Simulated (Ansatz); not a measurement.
# Sc in Cu(111), 2x2: scattering by a point defect

Wanted: the reflection from a plane of defects, Sc in Cu(111), 2x2, and the resistivity it implies.

Method: Ansatz plane-wave DFT, PBE, PAW files; ballistic transport by layer matching (Landauer), zero bias; PAW set soft_1, in the first sound run; inputs show where later runs differ, in Ansatz 0.2.0.

## (1) Set-up

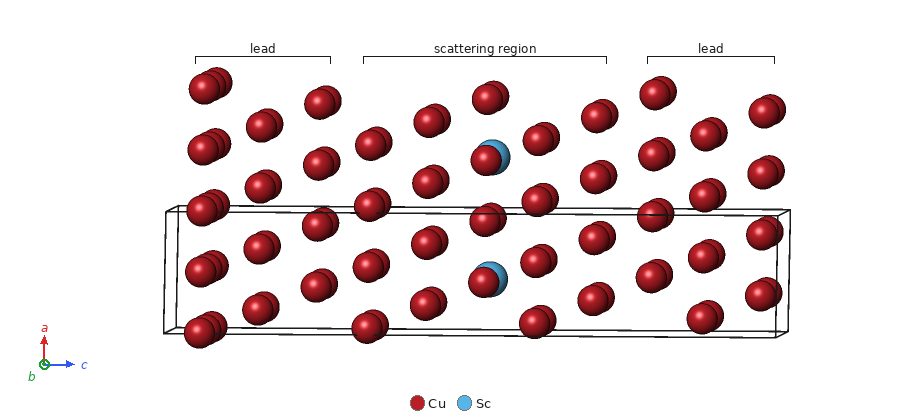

Start, viewed from the side, with the c axis across the page; copper red, scandium blue. 2×1×1 cells are drawn. Some periodic images of atoms are drawn too.

The cell holds 44 atoms: 43 Cu and 1 Sc. Cell: a = 5.112 Å, b = 5.112 Å, c = 23.005 Å, α = 86.8°, β = 93.2°, γ = 120.0°. It derives from Cu. Regions: lead, 24 atoms (24 Cu); scattering region, 20 atoms (19 Cu and 1 Sc). The structure is stacked along c, and the current runs across the ab planes.

## (2) Transmission at ideal sites

The defect sits in one plane of the supercell, all atoms on ideal sites; the layers about the cell's end are the lead. The mesh across the current, 12×12, is finer than the density's, because channels open and close sharply across the zone. Energies from -0.1 to 0.1 eV in steps of 0.05 eV are too few for the program's thermal sum, so it prints no conductance; for a metal the transmission near the Fermi level serves, at a fraction of the cost.

The input, input.yaml:

```yaml
crystal:
  lattice:
    - [5.1123254594, 0.0, 0.0]
    - [-2.5561627297, 4.4274037203, 0.0]
    - [-1.2780813649, 0.73790062, 22.9580794202]
  atoms:
    - { symbol: Cu, position: [0.0075757576, 0.9924242424, 0.0454545455] }
    - { symbol: Cu, position: [0.0075757576, 0.4924242424, 0.0454545455] }
    - { symbol: Cu, position: [0.5075757576, 0.9924242424, 0.0454545455] }
    - { symbol: Cu, position: [0.5075757576, 0.4924242424, 0.0454545455] }
    - { symbol: Cu, position: [0.1893939394, 0.3106060606, 0.1363636364] }
    - { symbol: Cu, position: [0.1893939394, 0.8106060606, 0.1363636364] }
    - { symbol: Cu, position: [0.6893939394, 0.3106060606, 0.1363636364] }
    - { symbol: Cu, position: [0.6893939394, 0.8106060606, 0.1363636364] }
    - { symbol: Cu, position: [0.3712121212, 0.1287878788, 0.2272727273] }
    - { symbol: Cu, position: [0.3712121212, 0.6287878788, 0.2272727273] }
    - { symbol: Cu, position: [0.8712121212, 0.1287878788, 0.2272727273] }
    - { symbol: Cu, position: [0.8712121212, 0.6287878788, 0.2272727273] }
    - { symbol: Cu, position: [0.053030303, 0.946969697, 0.3181818182] }
    - { symbol: Cu, position: [0.053030303, 0.446969697, 0.3181818182] }
    - { symbol: Cu, position: [0.553030303, 0.946969697, 0.3181818182] }
    - { symbol: Cu, position: [0.553030303, 0.446969697, 0.3181818182] }
    - { symbol: Cu, position: [0.2348484848, 0.2651515152, 0.4090909091] }
    - { symbol: Cu, position: [0.2348484848, 0.7651515152, 0.4090909091] }
    - { symbol: Cu, position: [0.7348484848, 0.2651515152, 0.4090909091] }
    - { symbol: Cu, position: [0.7348484848, 0.7651515152, 0.4090909091] }
    - { symbol: Sc, position: [0.4166666667, 0.0833333333, 0.5] }
    - { symbol: Cu, position: [0.4166666667, 0.5833333333, 0.5] }
    - { symbol: Cu, position: [0.9166666667, 0.0833333333, 0.5] }
    - { symbol: Cu, position: [0.9166666667, 0.5833333333, 0.5] }
    - { symbol: Cu, position: [0.0984848485, 0.9015151515, 0.5909090909] }
    - { symbol: Cu, position: [0.0984848485, 0.4015151515, 0.5909090909] }
    - { symbol: Cu, position: [0.5984848485, 0.9015151515, 0.5909090909] }
    - { symbol: Cu, position: [0.5984848485, 0.4015151515, 0.5909090909] }
    - { symbol: Cu, position: [0.2803030303, 0.2196969697, 0.6818181818] }
    - { symbol: Cu, position: [0.2803030303, 0.7196969697, 0.6818181818] }
    - { symbol: Cu, position: [0.7803030303, 0.2196969697, 0.6818181818] }
    - { symbol: Cu, position: [0.7803030303, 0.7196969697, 0.6818181818] }
    - { symbol: Cu, position: [0.4621212121, 0.0378787879, 0.7727272727] }
    - { symbol: Cu, position: [0.4621212121, 0.5378787879, 0.7727272727] }
    - { symbol: Cu, position: [0.9621212121, 0.0378787879, 0.7727272727] }
    - { symbol: Cu, position: [0.9621212121, 0.5378787879, 0.7727272727] }
    - { symbol: Cu, position: [0.1439393939, 0.8560606061, 0.8636363636] }
    - { symbol: Cu, position: [0.1439393939, 0.3560606061, 0.8636363636] }
    - { symbol: Cu, position: [0.6439393939, 0.8560606061, 0.8636363636] }
    - { symbol: Cu, position: [0.6439393939, 0.3560606061, 0.8636363636] }
    - { symbol: Cu, position: [0.3257575758, 0.1742424242, 0.9545454545] }
    - { symbol: Cu, position: [0.3257575758, 0.6742424242, 0.9545454545] }
    - { symbol: Cu, position: [0.8257575758, 0.1742424242, 0.9545454545] }
    - { symbol: Cu, position: [0.8257575758, 0.6742424242, 0.9545454545] }
kpoints:
  mp_grid: { grid: [5, 5, 1] }
hamiltonian:
  xc: pbe
  pseudopotentials: { kind: paw, azcp: { folder: soft_1 } }
scf:
  occupations: { method: fermi_dirac, width: 0.1 }
output:
  transmission: { leads: [[0, 4]], kmesh: [12, 12], e_range: [-0.1, 0.1], de: 0.05 }
  write_potential: true
  write_density: true
  volumetric_format: npy
  elf: true
```

The run is started by

```sh
$ ansatz run input.yaml --threads 4 --pin off --max-ram 15360MiB --backend cpu --events-out ev --progress --plain --runs-dir out
```

Numbers of over 12 decimals in the logs are rounded to 6 here.

Output:

```text
Engine: ansatz 0.2.0, x86_64-unknown-linux-gnu
Pseudopotentials: kind: paw
Pseudopotential: Cu, paw, valence charge 19, recommended cutoff 420 eV (normal), soft_1/Cu.paw.azcp
Pseudopotential: Sc, paw, valence charge 11, recommended cutoff 420 eV (normal), soft_1/Sc.paw.azcp
Functional definition: PBE
  parameter kappa = 0.804
  parameter beta = 0.066725
  exchange = pbe_x(kappa = kappa, mu = beta*pi^2/3)
  correlation = pbe_c(beta = beta)
Crystal: 44 atoms, lattice volume = 519.641 Å³
Basis set: ecut = 420 eV, 10219 PW (Γ)
Bands: 497, of which v1, the nominal top of the filled ones, is band 414 counted from 1 (413 counted from 0)
Symmetry: 4 space group operations
Space group: C2/m (ITA 12), of the structure as read, at distance tolerance 8.0e-5 Å
k-points: 9 of 25
Non-local potential: Cu, projectors of the file, l = 0: 3, l = 1: 2, l = 2: 3, l = 3: 1
Non-local potential: Sc, projectors of the file, l = 0: 3, l = 1: 2, l = 2: 3, l = 3: 1
PAW form: soft (Blöchl's): semilocal exchange-correlation on the pseudo side does not see the compensation charge
PAW one-centre angular grid: Cu, 590 points (default); XC on 64 Gauss nodes
PAW one-centre angular grid: Sc, 590 points (default); XC on 64 Gauss nodes
Initial density: superposition of atomic densities (chi_scale 0.1, normalization cell, long waves 58 % of neutral atoms (reshape's long-wave potential 1.58 eV rms, cloud 3.02 Å wide))
Initial wavefunctions: pseudopotential atomic-orbital guess
Functional: x = pbe(κ = 0.804, μ = 0.219515), c = pbe(β = 0.066725)
SCF iter   1: F=—  HF=-287092.959975 eV  |F-HF|=—  |Δ(HF+E_count)|=         —  Δρ=3.80e-1  dr2=2.84e3  ethr=3.10e-3  ⟨swp⟩=4.6  Hψ=13205  notcnv=0  defer=30
preconditioner: auto → Kerker (q_TF=auto, 2.949 Å⁻¹)  [metal: Δε(μ)=0.004 eV  Ē_g=9.127 eV  σ=0.100 eV  W_gap=0.01  n_scr=240 (ndim 8)  ℏωp=35.8 eV  f_vac=0.000  D(μ)=48.88/eV (n_scr^D=628)]
SCF iter   2: F=—  HF=-287031.983330 eV  |F-HF|=—  |Δ(HF+E_count)|=    6.10e1  Δρ=1.08e-1  dr2=5.95e2  ethr=3.10e-3  ⟨swp⟩=2.1  Hψ=8525  notcnv=0  defer=496
SCF iter   3: F=—  HF=-287021.489797 eV  |F-HF|=—  |Δ(HF+E_count)|=    1.05e1  Δρ=5.40e-2  dr2=1.15e2  ethr=3.10e-3  ⟨swp⟩=2.0  Hψ=5306  notcnv=0  defer=518
SCF iter   4: F=—  HF=-287019.008168 eV  |F-HF|=—  |Δ(HF+E_count)|=    2.48e0  Δρ=2.51e-2  dr2=6.43e1  ethr=3.10e-3  ⟨swp⟩=2.1  Hψ=7060  notcnv=0  defer=523
SCF iter   5: F=—  HF=-287018.941832 eV  |F-HF|=—  |Δ(HF+E_count)|=   6.63e-2  Δρ=9.59e-3  dr2=2.34e1  ethr=3.10e-3  ⟨swp⟩=2.1  Hψ=4513  notcnv=0  defer=528
SCF iter   6: F=—  HF=-287018.586229 eV  |F-HF|=—  |Δ(HF+E_count)|=   3.56e-1  Δρ=1.85e-2  dr2=8.78e0  ethr=2.83e-3  ⟨swp⟩=2.0  Hψ=5335  notcnv=0  defer=526
SCF iter   7: F=—  HF=-287018.426944 eV  |F-HF|=—  |Δ(HF+E_count)|=   1.59e-1  Δρ=5.51e-3  dr2=1.64e0  ethr=1.06e-3  ⟨swp⟩=2.0  Hψ=4498  notcnv=0  defer=526
SCF iter   8: F=—  HF=-287018.433054 eV  |F-HF|=—  |Δ(HF+E_count)|=   6.11e-3  Δρ=2.64e-3  dr2=3.38e-1  ethr=1.98e-4  ⟨swp⟩=2.0  Hψ=4597  notcnv=0  defer=525
SCF iter   9: F=—  HF=-287018.424443 eV  |F-HF|=—  |Δ(HF+E_count)|=   8.61e-3  Δρ=1.61e-3  dr2=6.30e-2  ethr=4.08e-5  ⟨swp⟩=1.0  Hψ=3947  notcnv=0  defer=525
SCF iter  10: F=—  HF=-287018.422833 eV  |F-HF|=—  |Δ(HF+E_count)|=   1.61e-3  Δρ=5.72e-4  dr2=1.40e-2  ethr=7.61e-6  ⟨swp⟩=1.0  Hψ=4216  notcnv=0  defer=525
SCF iter  11: F=—  HF=-287018.422555 eV  |F-HF|=—  |Δ(HF+E_count)|=   2.78e-4  Δρ=1.24e-4  dr2=7.41e-4  ethr=1.69e-6  ⟨swp⟩=1.0  Hψ=3947  notcnv=0  defer=525
SCF iter  12: F=—  HF=-287018.422522 eV  |F-HF|=—  |Δ(HF+E_count)|=   3.30e-5  Δρ=9.31e-5  dr2=1.88e-4  ethr=8.95e-8  ⟨swp⟩=1.6  Hψ=4195  notcnv=0  defer=525
SCF iter  13: F=—  HF=-287018.422517 eV  |F-HF|=—  |Δ(HF+E_count)|=   5.31e-6  Δρ=8.16e-5  dr2=2.55e-5  ethr=2.27e-8  ⟨swp⟩=2.0  Hψ=5444  notcnv=0  defer=525
SCF iter  14: F=—  HF=-287018.422377 eV  |F-HF|=—  |Δ(HF+E_count)|=   1.40e-4  Δρ=1.27e-5  dr2=4.03e-6  ethr=3.08e-9  ⟨swp⟩=2.0  Hψ=7542  notcnv=0  defer=525
SCF iter  15: F=—  HF=-287018.422377 eV  |F-HF|=—  |Δ(HF+E_count)|=   7.04e-8  Δρ=1.01e-5  dr2=2.27e-6  ethr=4.87e-10  ⟨swp⟩=1.4  Hψ=3951  notcnv=0  defer=525
SCF iter  16: F=—  HF=-287018.422377 eV  |F-HF|=—  |Δ(HF+E_count)|=   6.33e-8  Δρ=1.13e-5  dr2=1.74e-6  ethr=2.74e-10  ⟨swp⟩=2.1  Hψ=5926  notcnv=0  defer=525
SCF iter  17: F=—  HF=-287018.422377 eV  |F-HF|=—  |Δ(HF+E_count)|=   7.49e-8  Δρ=2.86e-6  dr2=1.23e-7  ethr=2.10e-10  ⟨swp⟩=1.6  Hψ=4113  notcnv=0  defer=525
SCF iter  18: F=-287018.422377 eV  HF=-287018.422377 eV  |F-HF|=2.02e-8  |Δ(HF+E_count)|=   6.75e-9  Δρ=1.63e-6  dr2=1.47e-8  ethr=1.21e-11  ⟨swp⟩=7.4  Hψ=15624  notcnv=0
SCF 1 converged in 18 iterations: F = -287018.422377 eV  dr2 = 1.47e-8
  greatest PAW one-centre occupation: 1.000 electrons in one spin orbital (limit 2), on the Cu atom at site 31 (counted from 0), in its partial waves of l = 0
transmission: 151 of 1505 steps passed
transmission: 303 of 1505 steps passed
[...]
transmission: 1505 of 1505 steps passed
SCF converged after 18 iterations
Free energy (F): -287018.422377 eV
Harris-Foulkes:  -287018.422377 eV  (|F-HF|=2.02e-8)
Internal energy: -287017.914573 eV  (E = F + TS)
E sigma→0 (E₀):  -287018.168475 eV
Entropy (-TS):   -0.507804 eV (-11.541 meV/atom)
Fermi energy:    16.492191 eV
--- Per-component energies (eV) ---
  E_band       = -15811.009580
  E_kinetic    = 11480.142370
  E_local      = -195580.510929  (includes V_loc(G=0)·N_el)
  E_nonlocal   = 38384.691906
  E_hartree    = 82938.473600
  E_xc         = -3061.185287
  E_vxc        = -3947.942344  (∫ρ·V_xc dr)
  E_paw        = -79019.665403  (= ΣΔE_a)
  E_vpaw       = -32024.357812  (= ΣTr[D̂ρ^β])
  E_aug_tail   = 0.044244  (compensation charges beyond the density's cutoff)
  E_ewald      = -142159.905074
  E_smearing   = -0.507804  (= −TS)
  E_closure    = -0.000000  (closes the sum)
  Σ components = -287018.422377   (vs F -287018.422377, Δ=0.00e0)
--- Band table (eV; the first three rows and the last of 9) ---
  k-point 0: bands = [... 410 lower, 16.3749, 16.6820, 16.7154, 16.7428, 17.0139, 17.0567, 17.1226, 17.2829, ... 79 higher]
  k-point 1: bands = [... 410 lower, 16.2270, 16.2321, 16.2886, 16.3827, 16.4124, 16.5083, 16.5793, 16.7168, ... 79 higher]
  k-point 2: bands = [... 410 lower, 16.2442, 16.2587, 16.3474, 16.3655, 16.5218, 16.5887, 16.7394, 16.8665, ... 79 higher]
  k-point 8: bands = [... 410 lower, 16.2309, 16.2939, 16.2968, 16.3131, 16.4679, 16.4721, 16.6752, 16.6946, ... 79 higher]
--- Transmission ---
  basis      : 199 plane waves across, 35 finite elements along
  points     : 43, standing for a mesh of 12 x 12
  energies   : 5 from -0.100000 to 0.100000 eV about the Fermi level, 0.050000 eV apart; the leads are filled to 0.000000 eV, and channels, transmission and decay are at 0.000000 eV
  crystal 0  : Cu4, at the sites [0, 4], period 2.0871 Å, over 20.87 Å; its Hamiltonian steps by up to 3.9 meV
    offset         : up to 0.0000 Å between an atom of the period and one for which it stands
    channels       : 3.118056e0 a spin
    conductance    : none, the energies end too early or step too widely for 300 K: set another output.transmission.e_range or a lower de, or, where they end at an eighth of basis.ecutwfc, a higher one
  junction   : crystal 0 to crystal 0, 0.70 to 21.57 Å
    transmission   : 2.106491e0 a spin
    conductance    : none, the energies end too early or step too widely for 300 K: set another output.transmission.e_range or a lower de, or, where they end at an eighth of basis.ecutwfc, a higher one
```

Wall time 3.7 min (4 threads of Intel Xeon Platinum 8488C (Sapphire Rapids), shared host); peak memory 5.2 GiB.

In the SCF lines HF is the Harris–Foulkes energy and dr2 the Hartree energy of the density residual, in eV; the loop may stop once dr2 is under the threshold and the program's other checks hold. Hψ counts applications of the Hamiltonian.

Numbers from this step:

| Quantity | Value |
| --- | --- |
| free energy | -287018.4224 eV |
| energy at zero smearing | -287018.1685 eV |
| Fermi energy | 16.49 eV |
| cell area | 22.63 Å² |
| transmission per spin nearest the Fermi level | 2.106 |
| open channels per spin nearest the Fermi level | 3.118 |
| step of the lead's potential | 3.9 meV |

Per spin. Table of transmission, zone mean by energy, zero at the Fermi level:

```
energy (eV)  transmission, zone mean
    -0.1000                     2.26
    -0.0500                     2.21
     0.0000                     2.11
     0.0500                     1.98
     0.1000                     1.94
```

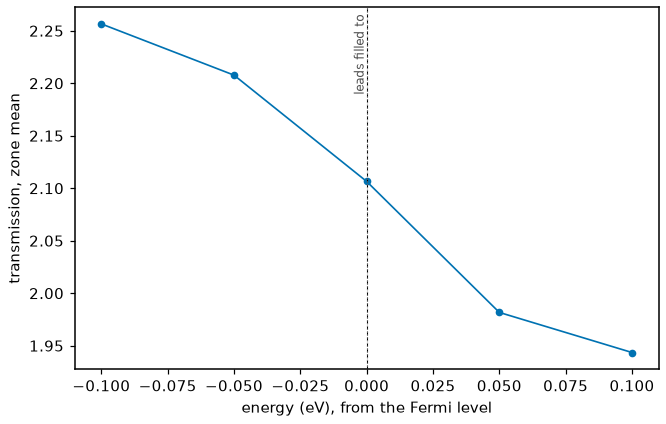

Transmission, zone mean, plotted against energy.

Per spin. Open channels, zone mean, lead against energy, zero at the Fermi level:

```
energy (eV)  open channels, zone mean, lead
    -0.1000                            3.15
    -0.0500                            3.15
     0.0000                            3.12
     0.0500                            3.15
     0.1000                            3.15
```

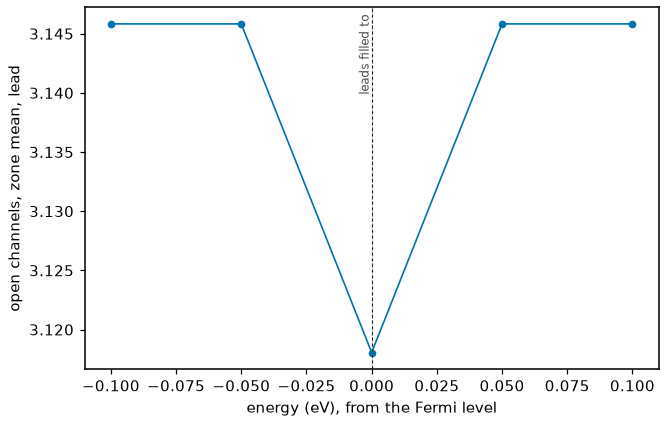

Open channels, zone mean, lead against energy.

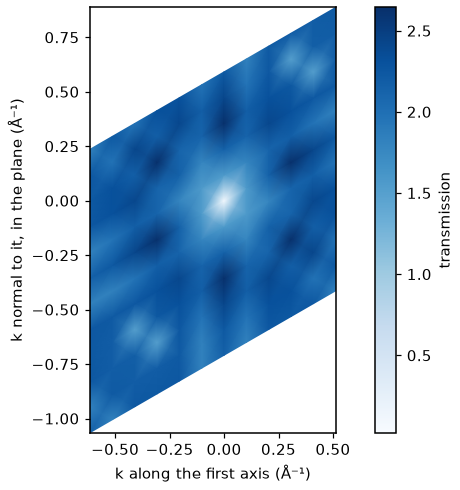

Transmission over k1 and k2. At 0.0000 eV from the Fermi level.

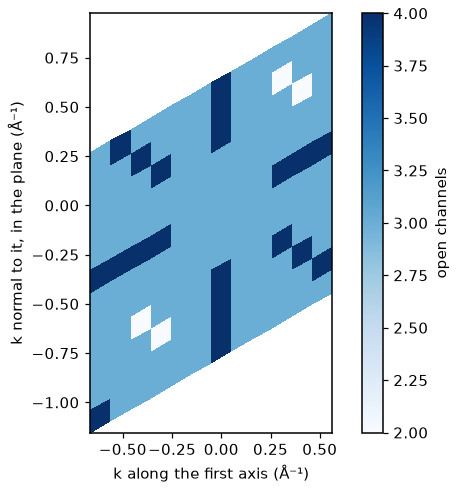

Open channels over k1 and k2. At 0.0000 eV from the Fermi level.

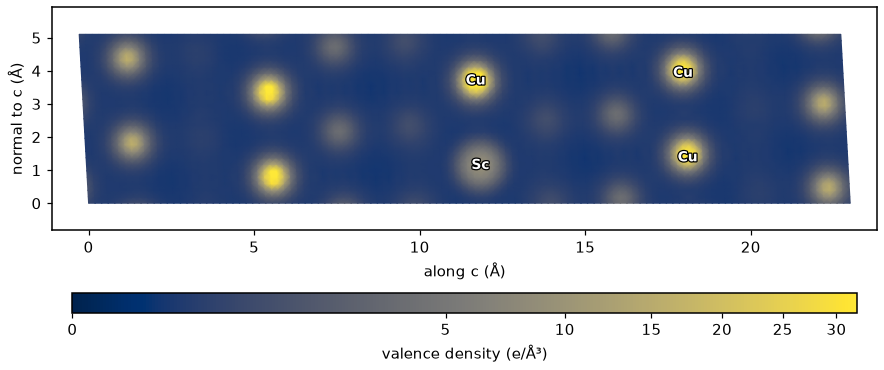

Valence density in the ca plane at fractional y = 0.083, with atoms of Sc and Cu within 0.2 Å of it. It is the smooth field of the valence electrons, not physical close to the nuclei. The map starts off the cell's origin, so that atoms lie inside it. The colour scale is stretched toward low values.

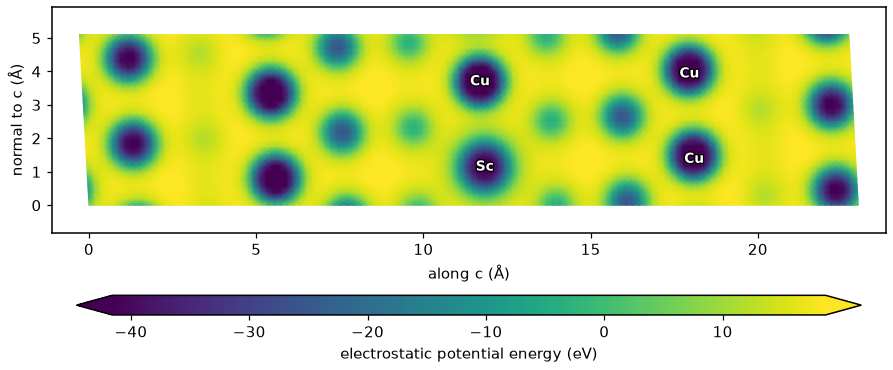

Electrostatic potential energy in the ca plane at fractional y = 0.083, with atoms of Sc and Cu within 0.2 Å of it. With pseudopotentials it is smooth inside the atoms' cores, unlike the true potential. The map starts off the cell's origin, so that atoms lie inside it.

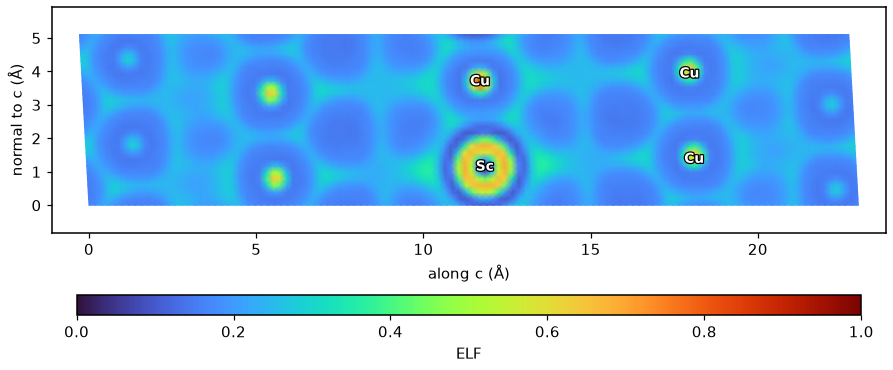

ELF in the ca plane at fractional y = 0.083, with atoms of Sc and Cu within 0.2 Å of it. It is the smooth field of the valence electrons, not physical close to the nuclei. The map starts off the cell's origin, so that atoms lie inside it.

Over the solved energies the transmission per spin lies between 1.94 and 2.26, out of 3.14 channels of the lead on average (up to 3.15).

## (3) Resistance at ideal sites

This step: Ansatz plane-wave DFT, PBE, PAW files; ballistic transport by layer matching (Landauer), zero bias; area resistance of the defect plane and resistivity an atomic per cent; PAW set soft_1 (Ansatz 0.2.0).

Numbers from this step:

- area resistance: 0.4606 fΩ m²
- T over the leads' mean channel count: 0.6691
- resistivity per at.% scaled from this dense plane, with the factor 3/4 for isotropic scattering: 6.621 µΩ cm

Averaged over the energies near the Fermi level, 66.9 % of the channels pass, which makes 0.461 fΩ m².

By hand, with T and the leads' channels N averaged over the energies near the Fermi level: RA = A (h/2e²)(1/T − 1/N) = 22.63×10⁻²⁰ m² × 12 906 Ω × (1/2.099 − 1/3.137) = 0.461 fΩ m². Per atomic per cent: RA × A / V_atom × 0.01 × 3/4 = 6.62 µΩ cm, with the host's V_atom = 11.81 Å³.

(Continued in part 2 of 3.)

[Logs are printed without paths, hosts, clocks, repeated set-up lines and the standing remarks that a program may print on its own settings, such as how far it seeks lower states.]

[Hosts, paths, dates, database ids (printed as entryN), source tags and the programs' standing remarks are cut or masked in the printed files.]
